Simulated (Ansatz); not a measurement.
# What a change does: geometry relaxation on Hf

System: Hf (Pm-3m, 1 atom in the cell).
Method of run 1: Kohn-Sham DFT of a periodic cell, r2SCAN, Ansatz PAW, no spin polarisation (Ansatz 0.2.0).

The structure was built on a prototype by a generator; it need not be a known phase. Text and figures count atoms from 1; the logs count them from 0 in places.

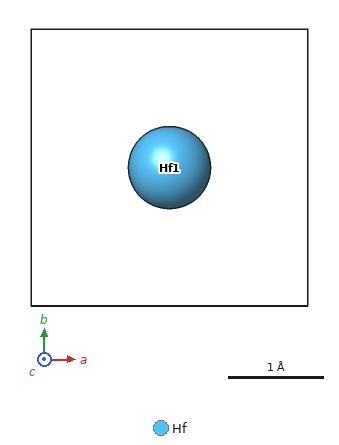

Fig. 1: The input geometry (ball-and-stick view of the cell of the calculation, along the c axis; atoms are numbered from 1 in the order of the input). An atom can appear more than once, as a periodic image.

The input, run 1:
```yaml
crystal:
  lattice:
    - [2.91381, 0.0, 0.0]
    - [0.0, 2.91381, 0.0]
    - [0.0, 0.0, 2.91381]
  atoms:
    - { symbol: Hf, position: [0.5, 0.5, 0.5] }
hamiltonian:
  xc: r2scan
  pseudopotentials: { kind: paw }
kpoints:
  mp_grid: { grid: [9, 9, 9] }
scf:
  occupations: { method: fermi_dirac, width: 0.05 }
output:
  forces: true
  stress: true
  eigenvalues: true
relax:
  f_tol: 0.01
  max_steps: 40
  cell: { stress_tol: 0.05 }
```

Command:
```bash
ansatz run input.yaml --threads 2 --pin off --max-ram 5632MiB --backend cpu --events-out ev --progress --plain --runs-dir out
```

Hardware: 2 threads of Arm Neoverse V1, 24 GiB of memory available, shared host.

Output, shortened to warnings, some set-up lines, iterations and results (run 1):
```
Basis set: ecut = 500 eV, 619 PW (Γ), exchange–correlation on 96×96×96 points (64 copies of the dense FFT grid, shifted against one another)
Symmetry: 48 space group operations
k-points: 35 of 729
Initial density: superposition of atomic densities (neutral atoms: chi_scale 0, normalization atom), corrected by the library's trained network
[...]
SCF iter   1: F=—  HF=-15731.880089 eV  |F-HF|=—  |Δ(HF+E_count)|=         —  Δρ=9.09e-3  dr2=1.88e-2  dr2_τ=1.18e-2  ethr=1.77e-3  ⟨swp⟩=4.4  Hψ=2497  notcnv=0
SCF iter   2: F=—  HF=-15731.878285 eV  |F-HF|=—  |Δ(HF+E_count)|=   1.80e-3  Δρ=3.12e-3  dr2=1.80e-3  dr2_τ=8.67e-4  ethr=7.22e-5  ⟨swp⟩=2.0  Hψ=1470  notcnv=0
SCF iter   3: F=—  HF=-15731.876579 eV  |F-HF|=—  |Δ(HF+E_count)|=   1.71e-3  Δρ=1.78e-3  dr2=4.20e-4  dr2_τ=5.92e-5  ethr=6.93e-6  ⟨swp⟩=2.0  Hψ=902  notcnv=0
SCF iter   4: F=—  HF=-15731.876719 eV  |F-HF|=—  |Δ(HF+E_count)|=   1.40e-4  Δρ=5.19e-4  dr2=2.36e-5  dr2_τ=3.44e-6  ethr=1.62e-6  ⟨swp⟩=2.0  Hψ=1023  notcnv=0
SCF iter   5: F=—  HF=-15731.876767 eV  |F-HF|=—  |Δ(HF+E_count)|=   4.80e-5  Δρ=4.81e-5  dr2=3.30e-7  dr2_τ=1.76e-7  ethr=9.08e-8  ⟨swp⟩=2.0  Hψ=1059  notcnv=0
[... 19 lines ...]
SCF iter   3: F=—  HF=-15731.879419 eV  |F-HF|=—  |Δ(HF+E_count)|=   1.28e-8  Δρ=4.65e-6  dr2=1.74e-9  dr2_τ=8.08e-10  ethr=2.93e-11  ⟨swp⟩=2.0  Hψ=1033  notcnv=0
SCF iter   4: F=—  HF=-15731.879419 eV  |F-HF|=—  |Δ(HF+E_count)|=   7.22e-9  Δρ=7.07e-7  dr2=6.46e-11  dr2_τ=2.06e-12  ethr=6.71e-12  ⟨swp⟩=2.0  Hψ=1064  notcnv=0
SCF iter   5: F=-15731.879419 eV  HF=-15731.879419 eV  |F-HF|=3.64e-12  |Δ(HF+E_count)|=  6.91e-11  Δρ=1.18e-7  dr2=3.28e-12  dr2_τ=1.09e-12  ethr=1.00e-12  ⟨swp⟩=4.6  …
SCF 4 converged in 5 iterations: F = -15731.879419 eV  dr2 = 3.28e-12
relax step   4: F+E_penalty+E_count = -15731.87941923 eV  Δ(F+E_penalty+E_count) = +5.685e-5 eV  max|allowed force component| = 0.000e0 eV/Å  Δτ_max = 0.0000 Å  P = -0.019 …
basis re-selected at this cell: Δ(F+E_penalty+E_count) = +5.685e-5 eV, ΔP = -0.001 GPa vs the last step (what re-selecting the basis moved, of the pressure what is left beyond the Pulay correction that the steps carried, after the strain that the cell walked since its last selection, with what the …
SCF converged after 5 iterations
Free energy (F): -15731.879419 eV
Harris-Foulkes:  -15731.879419 eV  (|F-HF|=3.64e-12)
Internal energy: -15731.867404 eV  (E = F + TS)
E sigma→0 (E₀):  -15731.873411 eV
Entropy (-TS):   -0.012016 eV (-12.016 meV/atom)
Fermi energy:    17.633493 eV
--- Per-component energies (eV) ---
  E_band       = -26.013088
  E_kinetic    = 427.367374
  E_local      = -5458.539010  (includes V_loc(G=0)·N_el)
  E_nonlocal   = -1248.713570
  E_hartree    = 2556.808199
  E_xc         = -283.521600
  E_vxc        = -294.111408  (∫ρ·V_xc dr)
  E_paw        = -6952.577864  (= ΣΔE_a)
  E_vpaw       = 1419.467682  (= ΣTr[D̂ρ^β])
  E_aug_tail   = -0.000001  (compensation charges beyond the density's cutoff)
  E_vtau       = 14.899591  (kinetic-family band-sum trace: ∫τ·v_τ [+ j·A + Jᵃ·Aᵃ] dr)
  E_ewald      = -4773.012453
  E_core_change = 0.321522  (= ΣΔE_core)
  E_smearing   = -0.012016  (= −TS)
  E_closure    = -0.000000  (closes the sum)
  Σ components = -15731.879419   (vs F -15731.879419, Δ=0.00e0)
--- Forces (eV/Å), atoms counted from 1 ---
  atom   1  Hf    -0.00000000    -0.00000000     0.00000000
  max |Σ_I F_I| component: 3.16e-29 eV/Å
--- Stress (GPa, compression-positive) ---
       -0.018801       0.000000       0.000000
        0.000000      -0.018801       0.000000
        0.000000       0.000000      -0.018801
  P = ⅓ Tr σ = -0.0188 GPa (-0.188 kbar)
--- Relaxed structure (3 steps of the walk, 3 accepted, 1 SCFs on fresh bases) ---
  F+E_penalty+E_count = -15731.87941923 eV   max|allowed force component| = 0.000e0 eV/Å   (the final SCF, on the basis selected at the relaxed cell)
  cell:  # Å, volume = 24.2182 Å³
    - [2.8932156453914346, 1.2438297557500899e-34, 2.5679065925163143e-34]
    - [3.811736348266404e-34, 2.8932156453914346, -6.419766481290786e-35]
    - [1.2839532962581572e-34, -6.419766481290786e-35, 2.8932156453914346]
  atoms:
    - { symbol: Hf, position: [0.5, 0.5, 0.5] }
```

The input of run 2 differs as follows (lines with − go, lines with + come):
```diff
+  dispersion: d4
+  write_density: true
+  write_potential: true
+  elf: true
+  volumetric_format: npy
```

How does run 2 compare with run 1?

The total energies belong to different models, so their difference says nothing on which is more stable or more accurate. The volume per atom goes from 24.22 to 24.10 Å³. The SCF takes 23 iterations over all geometry steps against 21.

Output, shortened to warnings, some set-up lines, iterations and results (run 2):
```
Basis set: ecut = 500 eV, 619 PW (Γ), exchange–correlation on 96×96×96 points (64 copies of the dense FFT grid, shifted against one another)
Symmetry: 48 space group operations
k-points: 35 of 729
Initial density: superposition of atomic densities (neutral atoms: chi_scale 0, normalization atom), corrected by the library's trained network
[...]
SCF iter   1: F=—  HF=-15731.938038 eV  |F-HF|=—  |Δ(HF+E_count)|=         —  Δρ=9.09e-3  dr2=1.88e-2  dr2_τ=1.18e-2  ethr=1.77e-3  ⟨swp⟩=4.4  Hψ=2497  notcnv=0
SCF iter   2: F=—  HF=-15731.936234 eV  |F-HF|=—  |Δ(HF+E_count)|=   1.80e-3  Δρ=3.12e-3  dr2=1.80e-3  dr2_τ=8.67e-4  ethr=7.22e-5  ⟨swp⟩=2.0  Hψ=1470  notcnv=0
SCF iter   3: F=—  HF=-15731.934528 eV  |F-HF|=—  |Δ(HF+E_count)|=   1.71e-3  Δρ=1.78e-3  dr2=4.20e-4  dr2_τ=5.92e-5  ethr=6.93e-6  ⟨swp⟩=2.0  Hψ=902  notcnv=0
SCF iter   4: F=—  HF=-15731.934668 eV  |F-HF|=—  |Δ(HF+E_count)|=   1.40e-4  Δρ=5.19e-4  dr2=2.36e-5  dr2_τ=3.44e-6  ethr=1.62e-6  ⟨swp⟩=2.0  Hψ=1023  notcnv=0
SCF iter   5: F=—  HF=-15731.934716 eV  |F-HF|=—  |Δ(HF+E_count)|=   4.80e-5  Δρ=4.81e-5  dr2=3.30e-7  dr2_τ=1.76e-7  ethr=9.08e-8  ⟨swp⟩=2.0  Hψ=1059  notcnv=0
[... 21 lines ...]
SCF iter   4: F=—  HF=-15731.938706 eV  |F-HF|=—  |Δ(HF+E_count)|=   9.30e-9  Δρ=9.08e-7  dr2=1.10e-10  dr2_τ=2.64e-12  ethr=9.73e-12  ⟨swp⟩=2.0  Hψ=1064  notcnv=0
SCF iter   5: F=—  HF=-15731.938706 eV  |F-HF|=—  |Δ(HF+E_count)|=  1.06e-10  Δρ=3.34e-7  dr2=2.98e-11  dr2_τ=4.24e-12  ethr=1.00e-12  ⟨swp⟩=2.1  Hψ=999  notcnv=0
SCF iter   6: F=-15731.938706 eV  HF=-15731.938706 eV  |F-HF|=0.00e0  |Δ(HF+E_count)|=  1.09e-11  Δρ=9.98e-8  dr2=2.34e-12  dr2_τ=1.75e-13  ethr=1.00e-12  ⟨swp⟩=5.0  Hψ=2548  …
SCF 4 converged in 6 iterations: F = -15731.938706 eV  dr2 = 2.34e-12
relax step   4: F+E_penalty+E_count = -15731.93870587 eV  Δ(F+E_penalty+E_count) = +6.751e-5 eV  max|allowed force component| = 0.000e0 eV/Å  Δτ_max = 0.0000 Å  P = -0.024 …
basis re-selected at this cell: Δ(F+E_penalty+E_count) = +6.751e-5 eV, ΔP = -0.002 GPa vs the last step (what re-selecting the basis moved, of the pressure what is left beyond the Pulay correction that the steps carried, after the strain that the cell walked since its last selection, with what the …
SCF converged after 6 iterations
Free energy (F): -15731.938706 eV
Harris-Foulkes:  -15731.938706 eV  (|F-HF|=0.00e0)
Internal energy: -15731.926606 eV  (E = F + TS)
E sigma→0 (E₀):  -15731.932656 eV
Entropy (-TS):   -0.012100 eV (-12.100 meV/atom)
Fermi energy:    17.733696 eV
--- Per-component energies (eV) ---
  E_band       = -23.239384
  E_kinetic    = 427.542132
  E_local      = -5446.013633  (includes V_loc(G=0)·N_el)
  E_nonlocal   = -1248.695466
  E_hartree    = 2551.922378
  E_xc         = -283.584879
  E_vxc        = -294.204321  (∫ρ·V_xc dr)
  E_paw        = -6952.617319  (= ΣΔE_a)
  E_vpaw       = 1419.382398  (= ΣTr[D̂ρ^β])
  E_aug_tail   = -0.000001  (compensation charges beyond the density's cutoff)
  E_vtau       = 14.904814  (kinetic-family band-sum trace: ∫τ·v_τ [+ j·A + Jᵃ·Aᵃ] dr)
  E_ewald      = -4780.741933
  E_disp       = -0.059407  (pairwise vdW)
  E_core_change = 0.321522  (= ΣΔE_core)
  E_smearing   = -0.012100  (= −TS)
  E_closure    = 0.000000  (closes the sum)
  Σ components = -15731.938706   (vs F -15731.938706, Δ=0.00e0)
--- Forces (eV/Å), atoms counted from 1 ---
  atom   1  Hf     0.00000000    -0.00000000     0.00000000
  max |Σ_I F_I| component: 9.47e-30 eV/Å
--- Stress (GPa, compression-positive) ---
       -0.023518       0.000000       0.000000
        0.000000      -0.023518      -0.000000
        0.000000      -0.000000      -0.023518
  P = ⅓ Tr σ = -0.0235 GPa (-0.235 kbar)
--- Relaxed structure (3 steps of the walk, 3 accepted, 1 SCFs on fresh bases) ---
  F+E_penalty+E_count = -15731.93870587 eV   max|allowed force component| = 0.000e0 eV/Å   (the final SCF, on the basis selected at the relaxed cell)
  cell:  # Å, volume = 24.1010 Å³
    - [2.888537908480161, 2.4876595115001794e-34, 7.0617431294198645e-34]
    - [2.4876595115001794e-34, 2.888537908480161, -6.419766481290786e-35]
    - [5.7777898331617076e-34, -6.419766481290786e-35, 2.888537908480161]
  atoms:
    - { symbol: Hf, position: [0.5, 0.5, 0.5] }
```

The two runs side by side:

| quantity | run 1 | run 2 |
| --- | --- | --- |
| outcome | converged | converged |
| free energy per atom (eV) | −15731.8794 | −15731.9387 |
| energy per atom, smearing taken to zero (eV) | −15731.8734 | −15731.9327 |
| gap on the mesh (eV) | 0.00 | 0.00 |
| pressure (GPa) | −0.02 | −0.02 |
| volume per atom (Å³) | 24.22 | 24.10 |
| largest force (eV/Å) | 0.000 | 0.000 |
| SCF iterations | 21 | 23 |
| irreducible k-points | 35 | 35 |
| wall time (shared host) | 5.7 s | 6.5 s |

For both runs: Spin–orbit coupling is left out, which matters for Hf.
